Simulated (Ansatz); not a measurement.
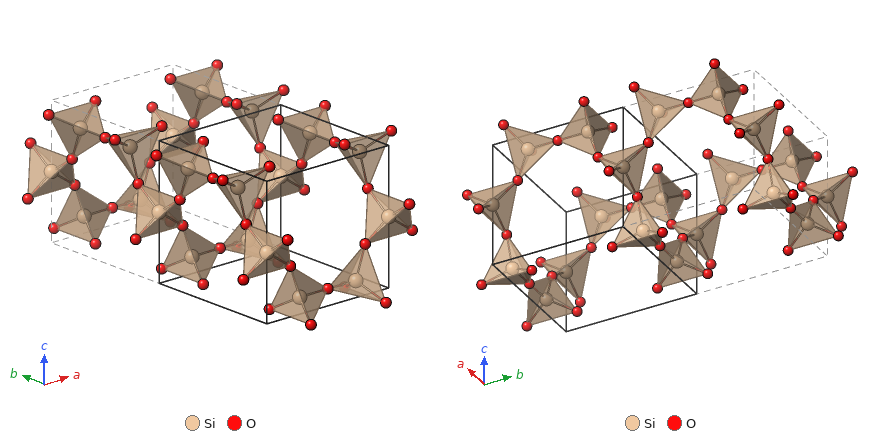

Polyhedra are drawn about Si (bonds: O–Si below 1.8 Å); other atoms are plain spheres. Two views of the same piece.

SiO₂ (space group P-4m2, No. 115): coordinates from a relaxation with Ansatz, DFT, PBE, plane waves, PAW.

What figure surrounds each Si atom, and what does it share with the other drawn polyhedra?

Si(1d): SiO4 tetrahedron, sharing corners with four neighbours; Si(4j): SiO4 tetrahedron, sharing corners with four neighbours.

How do these polyhedra hang together as a whole?

They form a three-dimensional framework of corner-sharing tetrahedra.

Give the Qⁿ label of each tetrahedral site (n: corners shared with another such tetrahedron).

Qⁿ labels: Si(1d) Q⁴; Si(4j) Q⁴.

How far apart are the centres of linked polyhedra?

Centre to centre across a shared corner: 3.07 to 3.21 Å.
